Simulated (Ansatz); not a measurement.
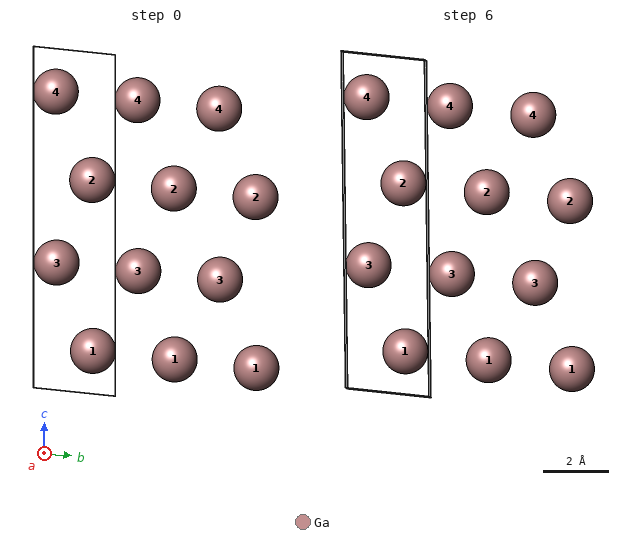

The structure of crystalline Ga (a generated structure, set up in P-1) (coarse preliminary run) before (left) and after (right) a relaxation, at one scale.

The picture is a spheres-only view of the cell of the calculation, repeated 1 × 3 × 1 with one cell outlined, seen along the a axis.

Computed with DFT PBE, scalar-relativistic, plane waves, PAW in Ansatz. Settings: plane-wave cutoff 420 eV; k-point mesh 8 × 6 × 2; occupations gaussian; smearing width 0.1 eV; no spin polarisation; cell and atoms relaxed; force threshold 0.04 eV/Å; at most 70 steps.

Q: Describe what moved and what it gained.

A: The largest moves relative to the cell, 0.023 Å, are those of Ga1 and Ga4. Ga1 goes roughly along [1 −3 1]. The drawn cell changes as follows: a 2.831 → 2.764 Å (−2.4 %), b 2.904 → 2.905 Å (0.0 %), c 10.632 → 10.501 Å (−1.2 %), α 94.5° → 95.1°, β 91.6° → 93.2°, γ 118.2° → 114.7°; the volume changes by −0.8 %. Near-neighbour distances that change, for instance: Ga1–Ga1 2.944 → 3.062 Å, Ga1–Ga1 (another image) 2.831 → 2.764 Å, Ga1–Ga3 2.859 → 2.810 Å, Ga2–Ga3 2.800 → 2.773 Å. Among the angles between lasting bonds that change: Ga4–Ga4–Ga4 61.8° → 65.3°, Ga4–Ga4–Ga4 118.2° → 114.7°. The space group stays P-1 (No. 2). After 4 accepted moves (6 points after the start) the energy has fallen by 15.7 meV per atom. The largest force component goes from 0.037 to 0.0024 eV/Å. The pressure goes from −0.27 to 0.03 GPa. The line search rejected the trial step at point 2 of the run. At 1 point the geometry stayed and the basis and grid were re-selected for the new cell (energy shift of 0.1 meV per atom at most each time). The run took 40 s on 1 thread of Arm Neoverse V2, with other jobs on the host, peak memory 0.38 GiB.
